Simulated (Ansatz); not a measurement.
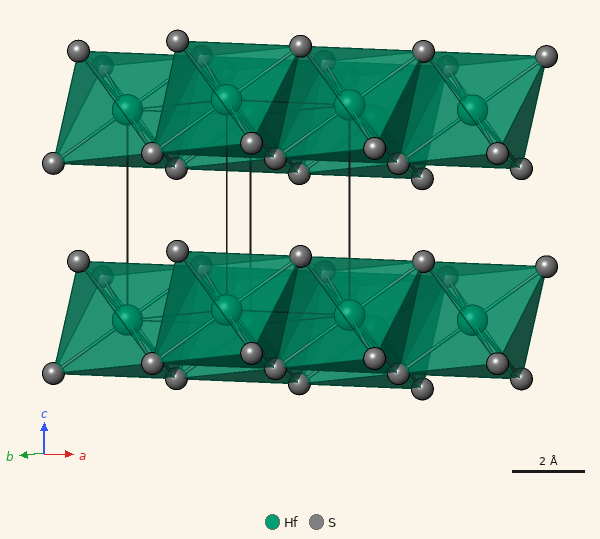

Fig. 1: The starting structure (polyhedral view of the cell of the calculation, repeated 2 × 1 × 1, seen at an oblique angle; polyhedra are completed across the faces of the cell). An atom can appear more than once, as a periodic image.

Run report: HfS₂, geometry relaxation (part 1 of 2)

The run: geometry relaxation of HfS₂ (P-3m1, 3 atoms in the cell). Method and program: DFT PBEsol, scalar-relativistic, plane waves, PAW, no spin polarisation (Ansatz 0.2.0).

The structure was made by swapping elements on the sites of another compound; it need not be a known phase. It belongs to a series of runs on one base structure; here: Zr -> Hf on all its sites, cell and atoms relaxed.

## Input file
```yaml
crystal:
  lattice:
    - [3.6273720879, 0.0, 0.0]
    - [-1.8136860439, 3.1413963771, 0.0]
    - [0.0, 0.0, 5.886760863]
  atoms:
    - { symbol: Hf, position: [0.0, 0.0, 0.0] }
    - { symbol: S, position: [0.6666666667, 0.3333333333, 0.7531560872] }
    - { symbol: S, position: [0.3333333333, 0.6666666667, 0.2468439128] }
basis:
  ecutwfc: 420
kpoints:
  mp_grid: { grid: [12, 12, 6] }
hamiltonian:
  xc: pbesol
scf:
  occupations: { method: gaussian, width: 0.02 }
output:
  forces: true
  stress: true
  eigenvalues: true
relax:
  adjacent_minimum: "off"
  f_tol: 0.01
  max_steps: 60
  cell: { stress_tol: 0.1 }
```

Machine: 2 threads of Arm Neoverse V1, 24 GiB of memory available, shared host.

Command:
```bash
ansatz run input.yaml --threads 2 --pin off --max-ram 5120MiB --backend cpu --events-out ev --progress --plain --runs-dir out
```

## Output
```
Engine: ansatz 0.2.0, aarch64-unknown-linux-gnu
Pseudopotentials: kind: paw
Pseudopotential: Hf, paw, valence charge 26, recommended cutoff 420 eV (normal), Hf.paw.azcp
Pseudopotential: S, paw, valence charge 6, recommended cutoff 420 eV (normal), S.paw.azcp
Functional definition: PBEsol
  exchange = pbesol_x
  correlation = pbesol_c
Crystal: 3 atoms, lattice volume = 67.080 Å³
Basis set: ecut = 420 eV, 1303 PW (Γ), exchange–correlation on 50×50×80 points (8 copies of the dense FFT grid, shifted against one another)
Bands: 23, of which v1, the nominal top of the filled ones, is band 19 counted from 1 (18 counted from 0)
Symmetry: 12 space group operations
Space group: P-3m1 (ITA 164), of the structure as read, at distance tolerance 4.1e-5 Å
k-points: 100 of 864
Non-local potential: Hf, projectors of the file, l = 0: 3, l = 1: 2, l = 2: 2, l = 3: 3
Non-local potential: S, projectors of the file, l = 0: 2, l = 1: 2, l = 2: 2
PAW form: soft (Blöchl's): semilocal exchange-correlation on the pseudo side does not see the compensation charge
PAW frozen core: Hf, regenerated for the run's functional, and the local potential with it (the file was generated under x = pbe(κ = 0.804, μ = 0.2195149727645171), c = pbe(β = 0.06672455060314922))
PAW frozen core: S, regenerated for the run's functional, and the local potential with it (the file was generated under x = pbe(κ = 0.804, μ = 0.2195149727645171), c = pbe(β = 0.06672455060314922))
PAW one-centre angular grid: Hf, 590 points (default); XC on 64 Gauss nodes
PAW one-centre angular grid: S, 110 points (default); XC on 64 Gauss nodes
Initial density: superposition of atomic densities (neutral atoms: chi_scale 0, normalization atom), corrected by the library's trained network
Initial wavefunctions: pseudopotential atomic-orbital guess
Functional: x = pbesol(κ = 0.804, μ = 0.12345679012345678), c = pbesol(β = 0.046)
SCF iter   1: F=—  HF=-17372.571829 eV  |F-HF|=—  |Δ(HF+E_count)|=         —  Δρ=5.64e-3  dr2=4.35e-2  ethr=1.77e-3  ⟨swp⟩=6.0  Hψ=9737  notcnv=0
preconditioner: auto → Resta (q_TF=auto, 2.482 Å⁻¹)  ε∞=5.6  [insulator: Δε(μ)=0.800 eV  Ē_g=11.631 eV  σ=0.020 eV  W_gap=1.00  n_scr=22 (ndim 8)  ℏωp=24.8 eV  f_vac=0.066  D(μ)=0.00/eV (n_scr^D=0)  ε∞_Penn≈5.6]
SCF iter   2: F=—  HF=-17372.563102 eV  |F-HF|=—  |Δ(HF+E_count)|=   8.73e-3  Δρ=1.71e-3  dr2=2.23e-3  ethr=1.15e-4  ⟨swp⟩=2.0  Hψ=3822  notcnv=0
SCF iter   3: F=—  HF=-17372.562970 eV  |F-HF|=—  |Δ(HF+E_count)|=   1.32e-4  Δρ=7.17e-4  dr2=3.41e-4  ethr=5.86e-6  ⟨swp⟩=2.0  Hψ=3694  notcnv=0
SCF iter   4: F=—  HF=-17372.563005 eV  |F-HF|=—  |Δ(HF+E_count)|=   3.55e-5  Δρ=3.68e-4  dr2=1.28e-4  ethr=8.97e-7  ⟨swp⟩=2.2  Hψ=3957  notcnv=0
SCF iter   5: F=—  HF=-17372.563039 eV  |F-HF|=—  |Δ(HF+E_count)|=   3.35e-5  Δρ=9.13e-5  dr2=7.38e-6  ethr=3.36e-7  ⟨swp⟩=2.9  Hψ=3841  notcnv=0
SCF iter   6: F=—  HF=-17372.563093 eV  |F-HF|=—  |Δ(HF+E_count)|=   5.44e-5  Δρ=3.01e-5  dr2=7.85e-7  ethr=1.94e-8  ⟨swp⟩=2.0  Hψ=4200  notcnv=0
SCF iter   7: F=-17372.563094 eV  HF=-17372.563094 eV  |F-HF|=4.85e-8  |Δ(HF+E_count)|=   6.36e-7  Δρ=5.84e-6  dr2=3.53e-8  ethr=2.63e-10  ⟨swp⟩=6.0  Hψ=11109  notcnv=0
SCF 1 converged in 7 iterations: F = -17372.563094 eV  dr2 = 3.53e-8
  greatest PAW one-centre occupation: 0.998 electrons in one spin orbital (limit 2), on the Hf atom at site 0 (counted from 0), in its partial waves of l = 3
relax step   1: F+E_penalty+E_count = -17372.56309374 eV  Δ(F+E_penalty+E_count) = +0.000e0 eV  max|allowed force component| = 2.421e-1 eV/Å  Δτ_max = 0.0000 Å  P = -2.127 GPa  Ω = 67.080 Å³  (7 SCF iters, dr2 threshold 1.00e-7 eV, accepted)
Crystal: 3 atoms, lattice volume = 65.409 Å³
Basis set: ecut = 420 eV, 1285 PW (Γ), exchange–correlation on 50×50×80 points (8 copies of the dense FFT grid, shifted against one another)
Initial density: handed on by an earlier stage of this run
Initial wavefunctions: those handed on with the density
iter 1 solved again at ethr=8.87e-5 eV; its pass at ethr=3.10e-3 eV (dr2=3.37e-2 eV) is discarded
SCF iter   1: F=—  HF=-17372.577212 eV  |F-HF|=—  |Δ(HF+E_count)|=         —  Δρ=3.56e-3  dr2=3.52e-2  ethr=8.87e-5  ⟨swp⟩=1.4  Hψ=13416  notcnv=0
preconditioner: auto → Resta (q_TF=auto, 2.492 Å⁻¹)  ε∞=5.6  [insulator: Δε(μ)=0.836 eV  Ē_g=11.726 eV  σ=0.020 eV  W_gap=1.00  n_scr=22 (ndim 8)  ℏωp=25.1 eV  f_vac=0.062  D(μ)=0.00/eV (n_scr^D=0)  ε∞_Penn≈5.6]
SCF iter   2: F=—  HF=-17372.570542 eV  |F-HF|=—  |Δ(HF+E_count)|=   6.67e-3  Δρ=1.12e-3  dr2=2.85e-3  ethr=8.87e-5  ⟨swp⟩=2.0  Hψ=3256  notcnv=0
SCF iter   3: F=—  HF=-17372.569800 eV  |F-HF|=—  |Δ(HF+E_count)|=   7.42e-4  Δρ=4.81e-4  dr2=4.18e-4  ethr=7.50e-6  ⟨swp⟩=2.0  Hψ=3744  notcnv=0
SCF iter   4: F=—  HF=-17372.569671 eV  |F-HF|=—  |Δ(HF+E_count)|=   1.29e-4  Δρ=2.80e-4  dr2=8.80e-5  ethr=1.10e-6  ⟨swp⟩=2.0  Hψ=3737  notcnv=0
SCF iter   5: F=—  HF=-17372.569673 eV  |F-HF|=—  |Δ(HF+E_count)|=   1.42e-6  Δρ=1.02e-4  dr2=7.85e-6  ethr=2.32e-7  ⟨swp⟩=2.0  Hψ=3788  notcnv=0
SCF iter   6: F=—  HF=-17372.569679 eV  |F-HF|=—  |Δ(HF+E_count)|=   6.33e-6  Δρ=2.27e-5  dr2=4.52e-7  ethr=2.07e-8  ⟨swp⟩=2.1  Hψ=3789  notcnv=0
SCF iter   7: F=-17372.569679 eV  HF=-17372.569679 eV  |F-HF|=1.81e-8  |Δ(HF+E_count)|=   3.16e-7  Δρ=5.86e-6  dr2=3.82e-8  ethr=7.89e-10  ⟨swp⟩=5.2  Hψ=9729  notcnv=0
SCF 2 converged in 7 iterations: F = -17372.569679 eV  dr2 = 3.82e-8
relax step   2: F+E_penalty+E_count = -17372.56967921 eV  Δ(F+E_penalty+E_count) = -6.585e-3 eV  max|allowed force component| = 1.845e-1 eV/Å  Δτ_max = 0.0173 Å  P = +1.597 GPa  Ω = 65.409 Å³  energy of the carried Pulay correction = +2.294e-4 eV  (7 SCF iters, dr2 threshold 3.00e-7 eV, accepted)
Crystal: 3 atoms, lattice volume = 66.181 Å³
Basis set: ecut = 420 eV, 1291 PW (Γ), exchange–correlation on 50×50×80 points (8 copies of the dense FFT grid, shifted against one another)
iter 1 solved again at ethr=1.74e-5 eV; its pass at ethr=3.10e-3 eV (dr2=6.60e-3 eV) is discarded
SCF iter   1: F=—  HF=-17372.575925 eV  |F-HF|=—  |Δ(HF+E_count)|=         —  Δρ=1.46e-3  dr2=6.28e-3  ethr=1.74e-5  ⟨swp⟩=2.5  Hψ=12992  notcnv=0
preconditioner: auto → Resta (q_TF=auto, 2.487 Å⁻¹)  ε∞=5.6  [insulator: Δε(μ)=0.930 eV  Ē_g=11.691 eV  σ=0.020 eV  W_gap=1.00  n_scr=22 (ndim 8)  ℏωp=25.0 eV  f_vac=0.067  D(μ)=0.00/eV (n_scr^D=0)  ε∞_Penn≈5.6]
SCF iter   2: F=—  HF=-17372.574725 eV  |F-HF|=—  |Δ(HF+E_count)|=   1.20e-3  Δρ=4.69e-4  dr2=5.57e-4  ethr=1.65e-5  ⟨swp⟩=2.0  Hψ=3233  notcnv=0
SCF iter   3: F=—  HF=-17372.574578 eV  |F-HF|=—  |Δ(HF+E_count)|=   1.47e-4  Δρ=2.00e-4  dr2=7.78e-5  ethr=1.47e-6  ⟨swp⟩=2.0  Hψ=3744  notcnv=0
SCF iter   4: F=—  HF=-17372.574574 eV  |F-HF|=—  |Δ(HF+E_count)|=   4.47e-6  Δρ=1.21e-4  dr2=1.77e-5  ethr=2.05e-7  ⟨swp⟩=2.0  Hψ=3838  notcnv=0
SCF iter   5: F=—  HF=-17372.574573 eV  |F-HF|=—  |Δ(HF+E_count)|=   1.17e-6  Δρ=4.28e-5  dr2=1.48e-6  ethr=4.66e-8  ⟨swp⟩=2.2  Hψ=3809  notcnv=0
SCF iter   6: F=-17372.574574 eV  HF=-17372.574574 eV  |F-HF|=4.71e-8  |Δ(HF+E_count)|=   1.29e-6  Δρ=8.71e-6  dr2=4.98e-8  ethr=7.89e-10  ⟨swp⟩=5.9  Hψ=10270  notcnv=0
SCF 3 converged in 6 iterations: F = -17372.574574 eV  dr2 = 4.98e-8
relax step   3: F+E_penalty+E_count = -17372.57457414 eV  Δ(F+E_penalty+E_count) = -4.895e-3 eV  max|allowed force component| = 1.352e-2 eV/Å  Δτ_max = 0.0059 Å  P = -0.031 GPa  Ω = 66.181 Å³  energy of the carried Pulay correction = +1.227e-4 eV  (6 SCF iters, dr2 threshold 3.00e-7 eV, accepted)
Crystal: 3 atoms, lattice volume = 66.350 Å³
iter 1 solved again at ethr=3.87e-7 eV; its pass at ethr=3.10e-3 eV (dr2=1.47e-4 eV) is discarded
SCF iter   1: F=—  HF=-17372.574619 eV  |F-HF|=—  |Δ(HF+E_count)|=         —  Δρ=2.68e-4  dr2=1.39e-4  ethr=3.87e-7  ⟨swp⟩=2.0  Hψ=13060  notcnv=0
preconditioner: auto → Resta (q_TF=auto, 2.486 Å⁻¹)  ε∞=5.6  [insulator: Δε(μ)=0.927 eV  Ē_g=11.692 eV  σ=0.020 eV  W_gap=1.00  n_scr=22 (ndim 8)  ℏωp=25.0 eV  f_vac=0.069  D(μ)=0.00/eV (n_scr^D=0)  ε∞_Penn≈5.6]
SCF iter   2: F=—  HF=-17372.574594 eV  |F-HF|=—  |Δ(HF+E_count)|=   2.51e-5  Δρ=1.31e-4  dr2=2.28e-5  ethr=3.65e-7  ⟨swp⟩=2.0  Hψ=2816  notcnv=0
SCF iter   3: F=—  HF=-17372.574598 eV  |F-HF|=—  |Δ(HF+E_count)|=   3.56e-6  Δρ=4.51e-5  dr2=3.41e-6  ethr=6.01e-8  ⟨swp⟩=2.0  Hψ=3726  notcnv=0
SCF iter   4: F=—  HF=-17372.574595 eV  |F-HF|=—  |Δ(HF+E_count)|=   2.45e-6  Δρ=2.56e-5  dr2=7.11e-7  ethr=8.97e-9  ⟨swp⟩=2.0  Hψ=3773  notcnv=0
SCF iter   5: F=—  HF=-17372.574595 eV  |F-HF|=—  |Δ(HF+E_count)|=   1.72e-8  Δρ=1.18e-5  dr2=1.10e-7  ethr=1.87e-9  ⟨swp⟩=2.0  Hψ=3789  notcnv=0
SCF iter   6: F=-17372.574595 eV  HF=-17372.574595 eV  |F-HF|=3.33e-9  |Δ(HF+E_count)|=   1.02e-7  Δρ=2.88e-6  dr2=5.60e-9  ethr=3.00e-11  ⟨swp⟩=3.1  Hψ=9893  notcnv=0
SCF 4 converged in 6 iterations: F = -17372.574595 eV  dr2 = 5.60e-9
relax step   4: F+E_penalty+E_count = -17372.57459523 eV  Δ(F+E_penalty+E_count) = -2.110e-5 eV  max|allowed force component| = 7.791e-3 eV/Å  Δτ_max = 0.0048 Å  P = +0.015 GPa  Ω = 66.350 Å³  energy of the carried Pulay correction = +9.952e-5 eV  (6 SCF iters, dr2 threshold 1.14e-8 eV, accepted)
Initial wavefunctions: pseudopotential atomic-orbital guess (no wavefunctions were taken with the density)
iter 1 solved again at ethr=2.76e-7 eV; its pass at ethr=3.10e-3 eV (dr2=1.05e-4 eV) is discarded
SCF iter   1: F=—  HF=-17372.574486 eV  |F-HF|=—  |Δ(HF+E_count)|=         —  Δρ=1.13e-5  dr2=1.92e-8  ethr=2.76e-7  ⟨swp⟩=3.0  Hψ=16069  notcnv=0
eigensolver tolerance schedule: the retry pair's looser diagonalisation over-reported the residual by 5449.45 of it (diagonalisation noise at 0.94 of the residual, at the tolerance the schedule requests for it); recorded, not acted on — ethr = c·dr2/N_el stays at c = 1.0e-1
preconditioner: auto → Resta (q_TF=auto, 2.486 Å⁻¹)  ε∞=5.6  [insulator: Δε(μ)=0.924 eV  Ē_g=11.692 eV  σ=0.020 eV  W_gap=1.00  n_scr=22 (ndim 8)  ℏωp=25.0 eV  f_vac=0.068  D(μ)=0.00/eV (n_scr^D=0)  ε∞_Penn≈5.6]
SCF iter   2: F=—  HF=-17372.574496 eV  |F-HF|=—  |Δ(HF+E_count)|=   1.02e-5  Δρ=8.13e-6  dr2=2.17e-8  ethr=5.06e-11  ⟨swp⟩=3.2  Hψ=5779  notcnv=0
SCF iter   3: F=—  HF=-17372.574496 eV  |F-HF|=—  |Δ(HF+E_count)|=   3.95e-9  Δρ=4.04e-6  dr2=3.25e-9  ethr=5.06e-11  ⟨swp⟩=2.0  Hψ=3917  notcnv=0
SCF iter   4: F=—  HF=-17372.574496 eV  |F-HF|=—  |Δ(HF+E_count)|=   3.92e-9  Δρ=1.73e-6  dr2=9.98e-10  ethr=8.54e-12  ⟨swp⟩=2.5  Hψ=4054  notcnv=0
SCF iter   5: F=—  HF=-17372.574496 eV  |F-HF|=—  |Δ(HF+E_count)|=   1.10e-9  Δρ=4.47e-7  dr2=1.28e-10  ethr=2.63e-12  ⟨swp⟩=2.1  Hψ=3613  notcnv=0
SCF iter   6: F=-17372.574496 eV  HF=-17372.574496 eV  |F-HF|=3.64e-12  |Δ(HF+E_count)|=  2.33e-10  Δρ=1.08e-7  dr2=1.11e-11  ethr=1.00e-12  ⟨swp⟩=4.2  Hψ=8096  notcnv=0
SCF 5 converged in 6 iterations: F = -17372.574496 eV  dr2 = 1.11e-11
relax step   5: F+E_penalty+E_count = -17372.57449581 eV  Δ(F+E_penalty+E_count) = +9.942e-5 eV  max|allowed force component| = 7.852e-3 eV/Å  Δτ_max = 0.0000 Å  P = +0.015 GPa  Ω = 66.350 Å³  stress off target by 9.14e-2 GPa  SCF on the basis re-selected at this cell (its energy is not comparable with the rows above)  (6 SCF iters)
```
